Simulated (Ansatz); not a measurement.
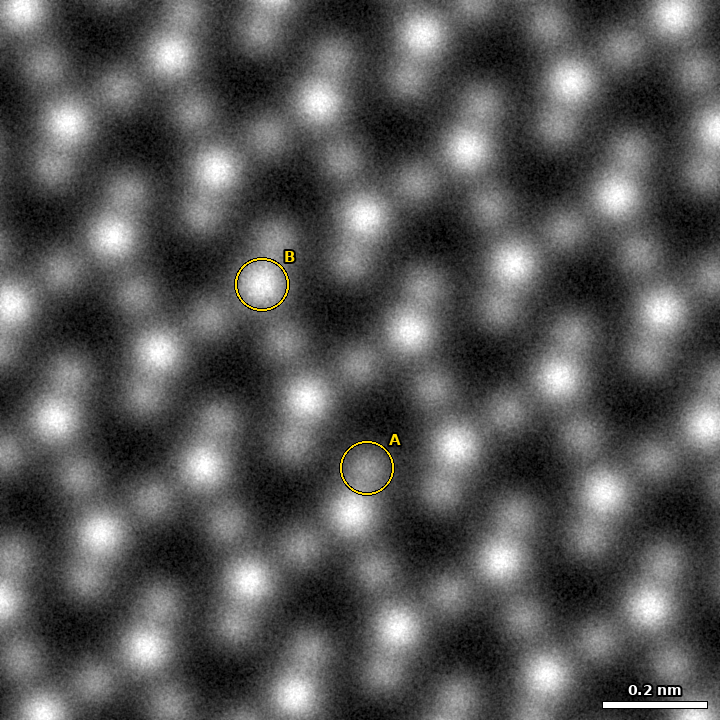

iDPC-like image of Ti (Pm-3n, No. 223) along [211]. Simulated as the projected potential of neutral atoms (B = 0.5 Å²) blurred by a 0.50 Å probe, the thin-sample limit of integrated differential phase contrast. The display is stretched by a gamma of 0.8; percentages refer to the linear signal. Shot noise was added. Structure: the input geometry of an electronic-structure calculation (not necessarily at equilibrium); the starting structure was generated, so it need not be a known form of this composition.

```
Ti
1.0
     5.25042    0.00000    0.00000
     0.00000    5.25042    0.00000
     0.00000    0.00000    5.25042
Ti
8
Direct
  0.00000 0.00000 0.00000
  0.50000 0.50000 0.50000
  0.25000 0.00000 0.50000
  0.75000 0.00000 0.50000
  0.50000 0.25000 0.00000
  0.50000 0.75000 0.00000
  0.00000 0.50000 0.25000
  0.00000 0.50000 0.75000
```

Name the elements in each circled column.

Answer. A: Ti (1 Ti per 12.86 Å along the beam; about 50 % of the brightest peak). B: Ti (2 Ti per 12.86 Å along the beam; the brightest kind). Brightness is counted from the darkest point of the image.
